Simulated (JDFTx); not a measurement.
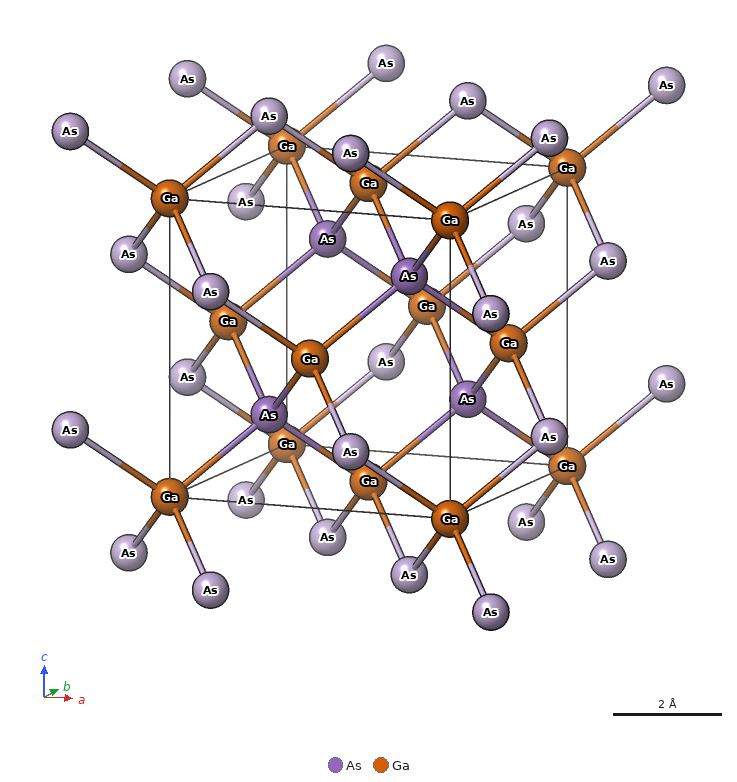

**Figure 1.** The structure as given in the input (ball-and-stick view of the cell 4 times as large as that of the calculation, set on its symmetry axes, seen slightly off an axis; neighbours outside the cell are drawn fainter).

**Single-point calculation, with input and output: GaAs**

- system: GaAs (2 atoms in the cell)
- method: Kohn-Sham DFT of a periodic cell, PBE, PseudoDojo-SR-PBE-0.5-standard, no spin polarisation (JDFTx 1.7.0 (patched build))

The structure derives from an entry of the Crystallography Open Database.

## Input
```
include GaAs.lattice
coords-type Lattice
include GaAs.ionpos

ion-species pseudo/As.upf
ion-species pseudo/Ga.upf
elec-cutoff 42 336
elec-ex-corr gga-PBE
kpoint-folding 8 8 8
elec-smearing Fermi 0.0018374661
elec-n-bands 21
electronic-SCF nIterations 100 energyDiffThreshold 1e-09
electronic-minimize nIterations 30 energyDiffThreshold 1e-7
converge-empty-states yes
forces-output-coords Cartesian

dump-name run.$VAR
dump End Ecomponents EigStats BandEigs Kpoints Forces Stress ElecDensity Dtot KEdensity
```

## File GaAs.lattice
```
lattice \
    0.0000000000     5.3419722954     5.3419722954 \
    5.3419722954     0.0000000000     5.3419722954 \
    5.3419722954     5.3419722954     0.0000000000
```

## File GaAs.ionpos
```
ion As     0.7500000000     0.7500000000     0.7500000000 1
ion Ga     0.0000000000     0.0000000000     0.0000000000 1
```

Launched with:
```bash
jdftx -c 1 -i GaAs.in -o GaAs.out
```

## What the program printed
```
*************** JDFTx 1.7.0 (patched build) ***************

Input parsed successfully to the following command list (including defaults):
[... the input with its defaults ...]

---------- Setting up symmetries ----------

Found 48 point-group symmetries of the bravais lattice
Found 24 space-group symmetries with basis
Applied RMS atom displacement 0 bohrs to make symmetries exact.

---------- Initializing the Grid ----------
R =
[            0      5.34197      5.34197  ]
[      5.34197            0      5.34197  ]
[      5.34197      5.34197            0  ]
unit cell volume = 304.884
G =
[  -0.588096   0.588096   0.588096  ]
[   0.588096  -0.588096   0.588096  ]
[   0.588096   0.588096  -0.588096  ]
Minimum fftbox size, Smin = [  64  64  64  ]
Chosen fftbox size, S = [  64  64  64  ]

---------- Initializing tighter grid for wavefunction operations ----------
R =
[            0      5.34197      5.34197  ]
[      5.34197            0      5.34197  ]
[      5.34197      5.34197            0  ]
unit cell volume = 304.884
G =
[  -0.588096   0.588096   0.588096  ]
[   0.588096  -0.588096   0.588096  ]
[   0.588096   0.588096  -0.588096  ]
Minimum fftbox size, Smin = [  48  48  48  ]
Chosen fftbox size, S = [  48  48  48  ]

---------- Exchange Correlation functional ----------
Initalized PBE GGA exchange.
Initalized PBE GGA correlation.

---------- Setting up pseudopotentials ----------
Width of ionic core gaussian charges (only for fluid interactions / plotting) set to 0

Reading pseudopotential file 'pseudo/As.upf':
  'As' pseudopotential, 'PBE' functional
  Generated using ONCVPSP code by D. R. Hamann
  15 valence electrons, 3 orbitals, 6 projectors, 1001 radial grid points, with lMax = 2
    3D    l: 2   occupation: 10.0   eigenvalue: -1.493697
    4S    l: 0   occupation:  2.0   eigenvalue: -0.532653
    4P    l: 1   occupation:  3.0   eigenvalue: -0.190913
  Core radius for overlap checks: 1.74 bohrs.

Reading pseudopotential file 'pseudo/Ga.upf':
  'Ga' pseudopotential, 'PBE' functional
  Generated using ONCVPSP code by D. R. Hamann
  13 valence electrons, 3 orbitals, 6 projectors, 1001 radial grid points, with lMax = 2
    3D    l: 2   occupation: 10.0   eigenvalue: -0.703915
    4S    l: 0   occupation:  2.0   eigenvalue: -0.328859
    4P    l: 1   occupation:  1.0   eigenvalue: -0.094784
  Core radius for overlap checks: 1.84 bohrs.

Initialized 2 species with 2 total atoms.

Folded 1 k-points by 8x8x8 to 512 k-points.

---------- Setting up k-points, bands, fillings ----------
Adding inversion symmetry to k-mesh for non-inversion-symmetric unit cell.
Reduced to 29 k-points under symmetry.
Computing the number of bands and number of electrons
Calculating initial fillings.
nElectrons:  28.000000   nBands: 21   nStates: 29

----- Setting up reduced wavefunction bases (one per k-point) -----
average nbasis = 3964.697 , ideal nbasis = 3963.719

---------- Setting up ewald sum ----------
Optimum gaussian width for ewald sums = 2.426231 bohr.
Real space sum over 1331 unit cells with max indices [  5  5  5  ]
Reciprocal space sum over 2197 terms with max indices [  6  6  6  ]

---------- Allocating electronic variables ----------
Initializing wave functions:  linear combination of atomic orbitals
Note: number of bands (21) exceeds available atomic orbitals (18)
As pseudo-atom occupations:   s ( 2 )  p ( 3 )  d ( 10 )
Ga pseudo-atom occupations:   s ( 2 )  p ( 1 )  d ( 10 )
	FillingsUpdate:  mu: +0.343993575  nElectrons: 28.000000
LCAOMinimize: Iter:   0  F: -163.0418144309174124  |grad|_K:  1.237e-03  alpha:  1.000e+00
	FillingsUpdate:  mu: +0.337108195  nElectrons: 28.000000
LCAOMinimize: Iter:   1  F: -163.0468331642905468  |grad|_K:  3.309e-05  alpha:  5.037e-01  linmin: -8.965e-02  cgtest:  3.199e-01
LCAOMinimize: Encountered beta<0, resetting CG.
	FillingsUpdate:  mu: +0.337205139  nElectrons: 28.000000
LCAOMinimize: Iter:   2  F: -163.0468392235891031  |grad|_K:  6.650e-06  alpha:  8.632e-01  linmin: -2.155e-03  cgtest:  3.200e-02
	FillingsUpdate:  mu: +0.337248899  nElectrons: 28.000000
LCAOMinimize: Iter:   3  F: -163.0468393834199787  |grad|_K:  1.016e-06  alpha:  5.625e-01  linmin:  1.252e-05  cgtest: -3.606e-02
	FillingsUpdate:  mu: +0.337244670  nElectrons: 28.000000
LCAOMinimize: Iter:   4  F: -163.0468393894786061  |grad|_K:  2.678e-08  alpha:  9.191e-01  linmin:  3.621e-03  cgtest: -1.660e-02
LCAOMinimize: Converged (|Delta F|<1.000000e-06 for 2 iters).

-------- Electronic minimization -----------
Will mix electronic density at each iteration.
	FillingsUpdate:  mu: +0.337244670  nElectrons: 28.000000
	FillingsUpdate:  mu: +0.326858220  nElectrons: 28.000000
SCF: Cycle:  0   F: -163.086711826311557   dF: -3.987e-02   |Residual|: 4.456e-02   |deigs|: 1.675e-01
	FillingsUpdate:  mu: +0.328956076  nElectrons: 28.000000
SCF: Cycle:  1   F: -163.087658720622613   dF: -9.469e-04   |Residual|: 2.501e-02   |deigs|: 6.881e-03
	FillingsUpdate:  mu: +0.332816162  nElectrons: 28.000000
SCF: Cycle:  2   F: -163.087814047604581   dF: -1.553e-04   |Residual|: 3.912e-03   |deigs|: 4.518e-03
	FillingsUpdate:  mu: +0.333429552  nElectrons: 28.000000
SCF: Cycle:  3   F: -163.087825298229518   dF: -1.125e-05   |Residual|: 1.637e-03   |deigs|: 1.284e-03
	FillingsUpdate:  mu: +0.333927602  nElectrons: 28.000000
SCF: Cycle:  4   F: -163.087827548142769   dF: -2.250e-06   |Residual|: 6.346e-04   |deigs|: 6.320e-04
	FillingsUpdate:  mu: +0.333905698  nElectrons: 28.000000
SCF: Cycle:  5   F: -163.087827906352089   dF: -3.582e-07   |Residual|: 1.959e-04   |deigs|: 1.571e-04
	FillingsUpdate:  mu: +0.333957205  nElectrons: 28.000000
SCF: Cycle:  6   F: -163.087827999790733   dF: -9.344e-08   |Residual|: 4.801e-05   |deigs|: 1.083e-04
	FillingsUpdate:  mu: +0.333955009  nElectrons: 28.000000
SCF: Cycle:  7   F: -163.087828024178094   dF: -2.439e-08   |Residual|: 2.226e-05   |deigs|: 7.695e-05
	FillingsUpdate:  mu: +0.333958601  nElectrons: 28.000000
SCF: Cycle:  8   F: -163.087828032597088   dF: -8.419e-09   |Residual|: 8.159e-06   |deigs|: 6.407e-05
	FillingsUpdate:  mu: +0.333958378  nElectrons: 28.000000
SCF: Cycle:  9   F: -163.087828035029304   dF: -2.432e-09   |Residual|: 6.564e-06   |deigs|: 4.520e-05
	FillingsUpdate:  mu: +0.333958274  nElectrons: 28.000000
SCF: Cycle: 10   F: -163.087828036283355   dF: -1.254e-09   |Residual|: 1.573e-06   |deigs|: 3.930e-05
	FillingsUpdate:  mu: +0.333958383  nElectrons: 28.000000
SCF: Cycle: 11   F: -163.087828036592725   dF: -3.094e-10   |Residual|: 2.986e-07   |deigs|: 2.920e-05
	FillingsUpdate:  mu: +0.333958374  nElectrons: 28.000000
SCF: Cycle: 12   F: -163.087828036753365   dF: -1.606e-10   |Residual|: 4.072e-07   |deigs|: 5.735e-05
SCF: Converged (|Delta E|<1.000000e-09 for 2 iters).

Setting wave functions to eigenvectors of Hamiltonian
Converging empty states (this may take a while): |deigs|: 1.109e-04

# Stress tensor in Cartesian coordinates [Eh/a0^3]:
[  -0.00011491            0            0  ]
[            0  -0.00011491            0  ]
[            0            0  -0.00011491  ]

# Ionic positions in lattice coordinates:
ion As   0.750000000000000   0.750000000000000   0.750000000000000 1
ion Ga   0.000000000000000   0.000000000000000   0.000000000000000 1

# Forces in Cartesian coordinates:
force As   0.000000000000000   0.000000000000000  -0.000000000000000 1
force Ga  -0.000000000000000  -0.000000000000000   0.000000000000000 1

# Energy components:
   Eewald =      -99.1764168889743303
       EH =       57.3607090149019001
     Eloc =     -144.4588014155429221
      Enl =      -90.4703352020209763
      Exc =      -44.7207960057711986
 Exc_core =       19.4766451897072521
       KE =      138.9011681963372666
-------------------------------------
     Etot =     -163.0878271113630262
       TS =        0.0000009253903468
-------------------------------------
        F =     -163.0878280367533648

IonicMinimize: Iter:   0  F: -163.087828036753365  |grad|_K:        nan
IonicMinimize: None of the convergence criteria satisfied after 0 iterations.

#--- Lowdin population analysis ---
# oxidation-state As -0.020
# oxidation-state Ga +0.059

Dumping 'run.eigStats' ...
	eMin: -0.970685 at state 20 ( [ +0.000000 +0.500000 +0.500000 ] spin 0 )
	HOMO: +0.323410 at state 0 ( [ +0.000000 +0.000000 +0.000000 ] spin 0 )
	mu  : +0.333958
	LUMO: +0.342362 at state 0 ( [ +0.000000 +0.000000 +0.000000 ] spin 0 )
	eMax: +0.848199 at state 19 ( [ +0.000000 +0.375000 -0.375000 ] spin 0 )
	HOMO-LUMO gap: +0.018952
	Optical gap  : +0.018952 at state 0 ( [ +0.000000 +0.000000 +0.000000 ] spin 0 )
Done!
```

## Results in brief

| quantity | value |
| --- | --- |
| outcome | converged |
| space group (tolerance 0.01 Å) | F-43m (216) |
| electrons treated | 28 |
| free energy | −4437.8459 eV |
| Fermi energy | 9.087 eV |
| gap on the k-point mesh | 0.52 eV |
| pressure | 3.38 GPa |
| largest force (length of the vector) | under 0.001 eV/Å |
| hardware | 1 thread of Arm Neoverse V1, 24 GiB of memory available, shared host |
| wall time | 2.6 min |
| peak memory | 0.16 GiB |
